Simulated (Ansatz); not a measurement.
# Geometry relaxation of Co (part 1 of 3)

Co (P6₃/mmc, 4 atoms in the cell), computed with DFT PBE, scalar-relativistic, plane waves, PAW, spin-polarised (Ansatz 0.2.0).

The structure derives from a Materials Project entry. Figures and captions count atoms from 1; the log counts them from 0 in places.

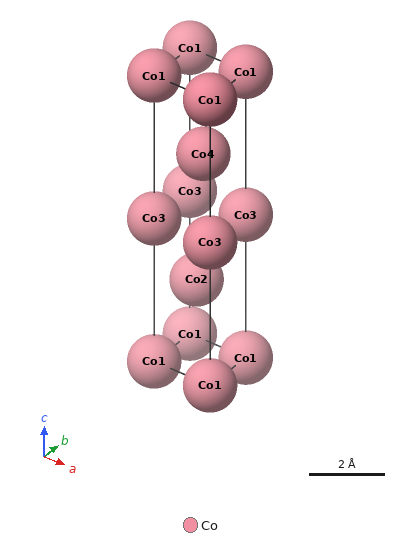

Figure 1. The input geometry (spheres-only view of the cell of the calculation, seen slightly off an axis; atoms are numbered from 1 in the order of the input). An atom can appear more than once, as a periodic image.

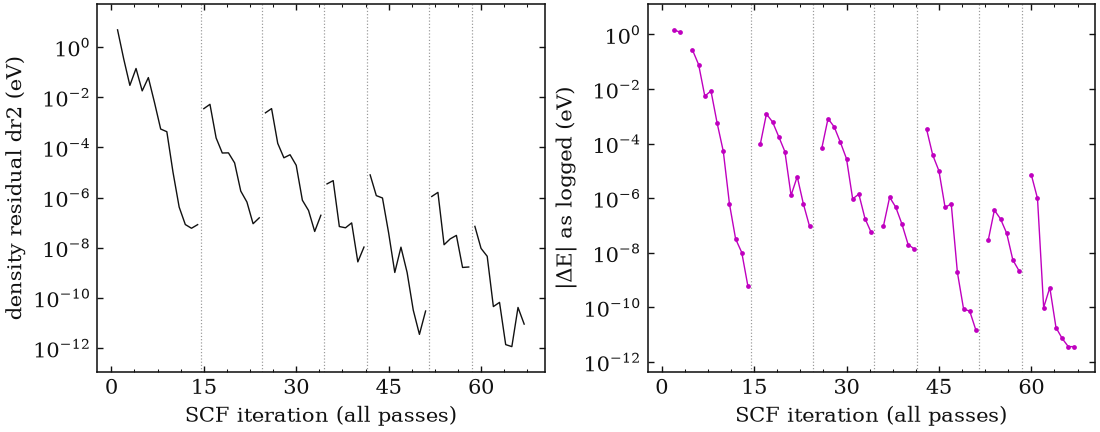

Figure 2. Convergence of the self-consistent field: density residual dr2 and size of the energy change against the SCF iteration. The dotted lines part the SCF passes of the relaxation: geometry steps, rejected trials and re-solves on a re-selected basis. The 7 passes take 7 to 14 iterations each, 67 in all.

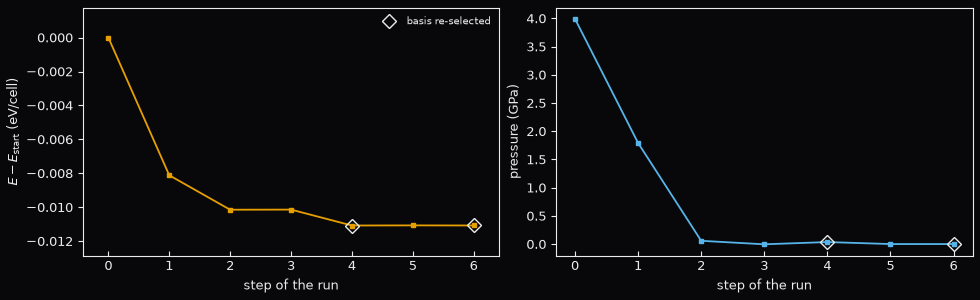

Figure 3. Progress of the relaxation, step by step (the first geometry is step 0 here and step 1 in the log).

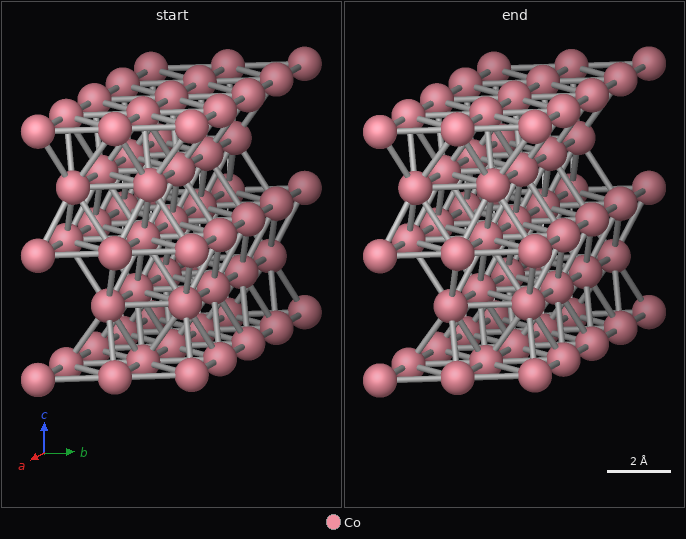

Figure 4. Before (left) and after (right) the relaxation, at one scale (ball-and-stick view of the cell of the calculation, repeated 4 × 2 × 1, seen slightly off an axis). No atom moves by more than 0.005 Å relative to the cell. The volume changes by +1.8 %, with a = b 2.471 → 2.492 Å (+0.9 %), c 8.088 → 8.093 Å (+0.1 %). Distances before and after: Co1–Co1 2.471 → 2.492 Å, Co1–Co2 2.475 → 2.483 Å. The space group stays P6_3/mmc (No. 194). After 4 geometry steps the energy has fallen by 11.1 meV per cell of the calculation. All forces vanish by symmetry, so only the cell relaxes. Pressure: 3.99 GPa at the start and 0.00 GPa at the end. The basis was re-selected once at an unchanged geometry, which shifts the energy a little without any move. The energy change given includes the shifts at the re-selections in mid-walk, which come without any move. A last SCF at the same geometry on a re-selected plane-wave basis shifts the energy by next to nothing (0.0 meV per cell of the calculation). (Atoms are counted from 1 in the order of the input.)

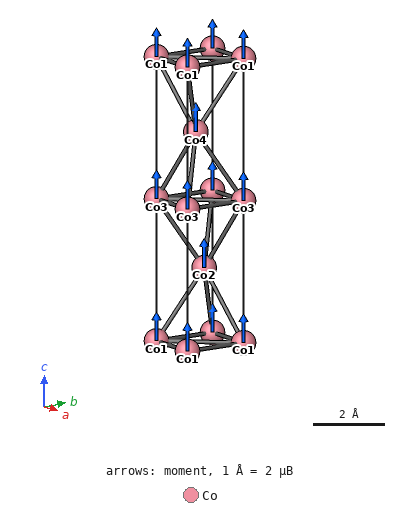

Figure 5. Magnetic moments of the sites as blue arrows (ball-and-stick view of the cell of the calculation, seen slightly off an axis; atoms are numbered from 1 in the order of the input); small moments hardly show. The run is collinear, so the axis drawn is arbitrary. Site moments: Co2, Co4 (1.71 μB); Co1, Co3 (1.69 μB). They are counted near the atoms and needn't add up to the moment of the cell.

The input that produced these results follows, with the program's output.

**The input**
```yaml
crystal:
  lattice:
    - [2.4705617809, 0.0, 0.0]
    - [-1.2352808905, 2.1395692639, 0.0]
    - [0.0, 0.0, 8.0882338]
  atoms:
    - { symbol: Co, position: [0.0, 0.0, 0.0], spin: 1.93 }
    - { symbol: Co, position: [0.33333333, 0.66666667, 0.25], spin: 1.95 }
    - { symbol: Co, position: [0.0, 0.0, 0.5], spin: 1.93 }
    - { symbol: Co, position: [0.66666667, 0.33333333, 0.75], spin: 1.95 }
basis:
  ecutwfc: 420
kpoints:
  mp_grid: { grid: [18, 18, 6] }
hamiltonian:
  xc: pbe
scf:
  occupations: { method: gaussian, width: 0.1 }
output:
  forces: true
  stress: true
  eigenvalues: true
  populations: true
magnetization:
  spin_polarized: true
relax:
  adjacent_minimum: "off"
  f_tol: 0.005
  max_steps: 80
  cell: { stress_tol: 0.05 }
```

Launched with:
```bash
ansatz run input.yaml --threads 2 --pin off --max-ram 5120MiB --backend cpu --events-out ev --progress --plain --runs-dir out
```

**The program's output**
```
Engine: ansatz 0.2.0, x86_64-unknown-linux-gnu
Pseudopotentials: kind: paw
Pseudopotential: Co, paw, valence charge 17, recommended cutoff 420 eV (normal), Co.paw.azcp
Functional definition: PBE
  parameter kappa = 0.804
  parameter beta = 0.06672455060314922
  exchange = pbe_x(kappa = kappa, mu = beta*pi^2/3)
  correlation = pbe_c(beta = beta)
Crystal: 4 atoms, lattice volume = 42.754 Å³
Basis set: ecut = 420 eV, 813 PW (Γ), exchange–correlation on 36×36×120 points (8 copies of the dense FFT grid, shifted against one another)
Bands: 46, of which v1, the nominal top of the filled ones, is band 34 counted from 1 (33 counted from 0)
Symmetry: 24 space group operations
Space group: P63/mmc (ITA 194), of the structure as read, at distance tolerance 3.5e-5 Å
Magnetic group: BNS 194.263 (UNI 1493), of the structure as read, at distance tolerance 3.5e-5 Å
k-points: 148 of 1944
Non-local potential: Co, projectors of the file, l = 0: 3, l = 1: 2, l = 2: 3, l = 3: 1
PAW form: soft (Blöchl's): semilocal exchange-correlation on the pseudo side does not see the compensation charge
PAW one-centre angular grid: Co, 590 points (default); XC on 64 Gauss nodes
Initial density: superposition of atomic densities (chi_scale 0.1, normalization cell)
Starting moments: Σ|m| = 7.76 μB on 4 of 4 sites
Initial wavefunctions: pseudopotential atomic-orbital guess
Functional: x = pbe(κ = 0.804, μ = 0.2195149727645171), c = pbe(β = 0.06672455060314922)
SCF iter   1: F=—  HF=-20503.301010 eV  |F-HF|=—  |Δ(HF+E_count)|=         —  Δρ=9.52e-2 (↑4.56e-2 ↓9.52e-2)  dr2=4.82e0  dr2_m=2.80e-1  M=7.090 μB ∫|m|=7.378 μB  β_m=0.30  ethr=3.10e-3  ⟨swp⟩=5.6  Hψ=44105  notcnv=0  defer=255
Mixer restart at iter 1: flushing history
preconditioner: auto → Kerker (q_TF=auto, 2.948 Å⁻¹)  [metal: Δε(μ)=0.001 eV  Ē_g=9.264 eV  σ=0.100 eV  W_gap=0.01  n_scr=12 (ndim 8)  ℏωp=34.1 eV  f_vac=0.000  D(μ)=3.24/eV (n_scr^D=38)]
spin=Collinear: Kerker preconditioning applied to the charge; magnetization (m = ρ↑ − ρ↓) channel mixes plain (no charge-response kernel on spin).
SCF iter   2: F=—  HF=-20501.823195 eV  |F-HF|=—  |Δ(HF+E_count)|=    1.48e0  Δρ=3.75e-2 (↑1.34e-2 ↓3.75e-2)  dr2=3.34e-1  dr2_m=2.11e-1  M=7.075 μB ∫|m|=7.438 μB  β_m=0.36  ethr=3.10e-3  ⟨swp⟩=2.3  Hψ=22176  notcnv=0  defer=1303
SCF iter   3: F=—  HF=-20503.033850 eV  |F-HF|=—  |Δ(HF+E_count)|=    1.21e0  Δρ=1.81e-2 (↑1.81e-2 ↓9.88e-3)  dr2=2.95e-2  dr2_m=5.93e-2  M=6.930 μB ∫|m|=7.398 μB  β_m=0.55  ethr=4.92e-4  ⟨swp⟩=2.0  Hψ=15927  notcnv=0  defer=1306
SCF iter   4: F=—  HF=-20504.234609 eV  |F-HF|=—  |Δ(HF+E_count)|=         —  Δρ=1.77e-2 (↑8.91e-3 ↓1.77e-2)  dr2=1.39e-1  dr2_m=1.82e-2  M=6.603 μB ∫|m|=7.156 μB  β_m=0.55  ethr=4.34e-5  ⟨swp⟩=2.0  Hψ=26060  notcnv=0  defer=1308
Mixer restart at iter 4: flushing history
SCF iter   5: F=—  HF=-20504.506051 eV  |F-HF|=—  |Δ(HF+E_count)|=   2.71e-1  Δρ=7.65e-3 (↑4.01e-3 ↓7.65e-3)  dr2=1.78e-2  dr2_m=9.82e-3  M=6.542 μB ∫|m|=7.121 μB  β_m=0.69  ethr=4.34e-5  ⟨swp⟩=2.0  Hψ=26098  notcnv=0  defer=1309
SCF iter   6: F=—  HF=-20504.584145 eV  |F-HF|=—  |Δ(HF+E_count)|=   7.81e-2  Δρ=8.83e-3 (↑6.16e-3 ↓8.83e-3)  dr2=6.03e-2  dr2_m=1.15e-3  M=6.502 μB ∫|m|=7.102 μB  β_m=0.71  ethr=2.62e-5  ⟨swp⟩=2.9  Hψ=25602  notcnv=0  defer=1307
SCF iter   7: F=—  HF=-20504.578645 eV  |F-HF|=—  |Δ(HF+E_count)|=   5.50e-3  Δρ=3.65e-3 (↑2.72e-3 ↓3.65e-3)  dr2=6.07e-3  dr2_m=2.34e-4  M=6.463 μB ∫|m|=7.081 μB  β_m=0.78  ethr=2.62e-5  ⟨swp⟩=2.0  Hψ=25908  notcnv=0  defer=1320
SCF iter   8: F=—  HF=-20504.587190 eV  |F-HF|=—  |Δ(HF+E_count)|=   8.54e-3  Δρ=1.06e-3 (↑9.08e-4 ↓1.06e-3)  dr2=5.36e-4  dr2_m=1.09e-5  M=6.478 μB ∫|m|=7.091 μB  β_m=0.89  ethr=8.92e-6  ⟨swp⟩=2.0  Hψ=26541  notcnv=0  defer=1305
SCF iter   9: F=—  HF=-20504.587757 eV  |F-HF|=—  |Δ(HF+E_count)|=   5.67e-4  Δρ=7.19e-4 (↑5.76e-4 ↓7.19e-4)  dr2=4.20e-4  dr2_m=3.03e-6  M=6.482 μB ∫|m|=7.094 μB  β_m=0.63  ethr=7.88e-7  ⟨swp⟩=2.0  Hψ=23722  notcnv=0  defer=1306
SCF iter  10: F=—  HF=-20504.587704 eV  |F-HF|=—  |Δ(HF+E_count)|=   5.23e-5  Δρ=9.72e-5 (↑9.72e-5 ↓9.07e-5)  dr2=1.02e-5  dr2_m=1.11e-7  M=6.482 μB ∫|m|=7.095 μB  β_m=0.82  ethr=6.18e-7  ⟨swp⟩=2.2  Hψ=18013  notcnv=0  defer=1305
SCF iter  11: F=—  HF=-20504.587705 eV  |F-HF|=—  |Δ(HF+E_count)|=   6.22e-7  Δρ=2.23e-5 (↑2.23e-5 ↓1.74e-5)  dr2=4.16e-7  dr2_m=6.42e-9  M=6.482 μB ∫|m|=7.095 μB  β_m=0.91  ethr=1.49e-8  ⟨swp⟩=2.4  Hψ=22198  notcnv=0  defer=1305
SCF iter  12: F=—  HF=-20504.587705 eV  |F-HF|=—  |Δ(HF+E_count)|=   3.22e-8  Δρ=1.26e-5 (↑5.30e-6 ↓1.26e-5)  dr2=8.36e-8  dr2_m=8.80e-9  M=6.482 μB ∫|m|=7.095 μB  β_m=0.95  ethr=6.12e-10  ⟨swp⟩=2.0  Hψ=18993  notcnv=0  defer=1304
SCF iter  13: F=—  HF=-20504.587705 eV  |F-HF|=—  |Δ(HF+E_count)|=   1.02e-8  Δρ=9.08e-6 (↑4.23e-6 ↓9.08e-6)  dr2=5.95e-8  dr2_m=2.67e-9  M=6.482 μB ∫|m|=7.095 μB  β_m=0.98  ethr=1.23e-10  ⟨swp⟩=1.0  Hψ=13616  notcnv=0  defer=1305
SCF iter  14: F=-20504.587705 eV  HF=-20504.587705 eV  |F-HF|=6.97e-8  |Δ(HF+E_count)|=  5.89e-10  Δρ=1.25e-5 (↑2.27e-6 ↓1.25e-5)  dr2=8.29e-8  dr2_m=1.08e-8  M=6.482 μB ∫|m|=7.095 μB  ethr=8.75e-11  ⟨swp⟩=6.8  Hψ=54053  notcnv=0
SCF 1 converged in 14 iterations: F = -20504.587705 eV  dr2 = 8.29e-8
  greatest PAW one-centre occupation: 1.001 electrons in one spin orbital (limit 2), on the Co atom at site 2 (counted from 0), in its partial waves of l = 1
relax step   1: F+E_penalty+E_count = -20504.58770500 eV  Δ(F+E_penalty+E_count) = +0.000e0 eV  max|allowed force component| = 3.238e-17 eV/Å  Δτ_max = 0.0000 Å  P = +3.994 GPa  Ω = 42.754 Å³  (14 SCF iters, dr2 threshold 1.00e-7 eV, accepted)
Crystal: 4 atoms, lattice volume = 43.158 Å³
Initial density: handed on by an earlier stage of this run
Starting moments: Σ|m| = 7.76 μB on 4 of 4 sites; this step starts from the density that it was given
Initial wavefunctions: those handed on with the density
iter 1 solved again at ethr=5.11e-6 eV; its pass at ethr=3.10e-3 eV (dr2=3.47e-3 eV) is discarded
```
